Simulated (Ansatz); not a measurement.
HfSiO$_{4}$

Input

```
crystal:
  lattice:
    - [5.5964196571, 0.0, 0.0]
    - [-2.7982098286, 4.8466415933, 0.0]
    - [0.0, 0.0, 3.1964547368]
  atoms:
    - { symbol: Hf, position: [0.3333333333, 0.6666666667, 0.0] }
    - { symbol: Si, position: [0.6666666667, 0.3333333333, 0.5] }
    - { symbol: O, position: [0.4836162713, 0.5163837287, 0.5] }
    - { symbol: O, position: [0.4836162713, 0.9672325426, 0.5] }
    - { symbol: O, position: [0.0327674574, 0.5163837287, 0.5] }
    - { symbol: O, position: [0.6666666667, 0.3333333333, 0.0] }
basis:
  ecutwfc: 420
kpoints:
  mp_grid: { grid: [6, 6, 8] }
hamiltonian:
  xc: pbe
scf:
  occupations: { method: gaussian, width: 0.02 }
output:
  forces: true
  stress: true
  eigenvalues: true
  write_density: true
  write_potential: true
  elf: true
  volumetric_format: npy
relax:
  adjacent_minimum: "off"
  f_tol: 0.01
  max_steps: 80
  cell: { stress_tol: 0.05 }
```

Command:

```sh
ansatz run input.yaml --threads 1 --pin off --max-ram 2560MiB --backend cpu --events-out ev --progress --plain --runs-dir out
```

Below, planes, directions and counts refer to the conventional cell (a = 5.60 Å, b = 5.60 Å, c = 3.19 Å, α = 90.00°, β = 90.00°, γ = 120.00°).

The fields are those of the relaxed geometry.

Space group P-6m2; a structure generated by program, which may or may not match a known phase.

Theory: DFT PBE, scalar-relativistic, plane waves, PAW (Ansatz 0.2.0).

The density is the valence pseudo-density of a PAW calculation; it isn't the true density close to the nuclei.

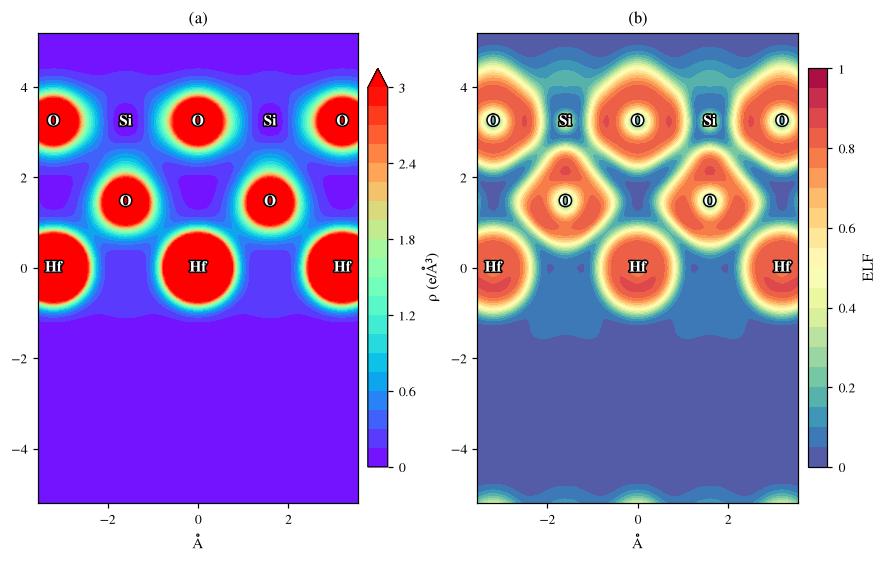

Figure 1. (a) valence pseudo-density; (b) ELF on the (110) plane of the conventional cell.

Interpret the plot.

- The plane passes through Hf, Si and O nuclei.
- Si–O (1.60 Å): the density is about 1.3 e/Å³ at the midpoint; the ELF peaks at about 0.85 between the atoms.
- Hf–O (2.16 Å): ρ is about 0.64 e/Å³ halfway; the ELF peaks at about 0.85 in the valence shell of O, 0.6 Å from its nucleus, and drops to about 0.20 between the two atoms: no localised pair shows between them.
- Hf–Hf (3.19 Å): ρ is about 0.17 e/Å³ halfway; the ELF is about 0.05 at the midpoint: no localised pair shows between them.
- Si–O (1.78 Å): ρ is about 0.9 e/Å³ halfway; the ELF peaks at about 0.85 between the atoms.
- The density dies away to nearly zero in the voids.
- The ELF also peaks beside O, away from the bonds: lone-pair regions.
- The features right at Hf lie inside the PAW spheres, where the map follows smoothed inner orbitals and isn't to be read closely.

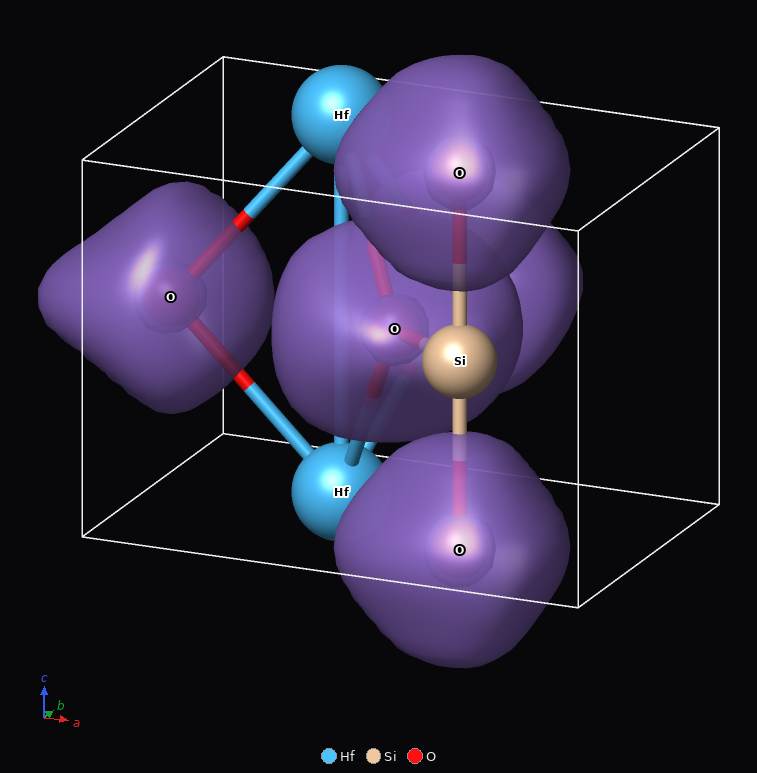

Figure 2. Isosurface of the electron localisation function at 0.6 (purple), seen slightly off an axis. Only the valence region is drawn (cores and ρ < 0.01 e/Å³ removed). Sticks mark near contacts.

Identify the bonds, lone pairs and shells in this picture.

The surface consists of four regions on O in which the atom's valence shell and bonds are merged, counted in one cell of 6 atoms. Any copies at cell faces, edges or corners count once.

Does the calculation make it a metal, or give it a gap?

It is gapped, with a Kohn–Sham gap of 2.4 eV on the k-point mesh (the band edges may lie off the mesh, which would make the gap smaller).
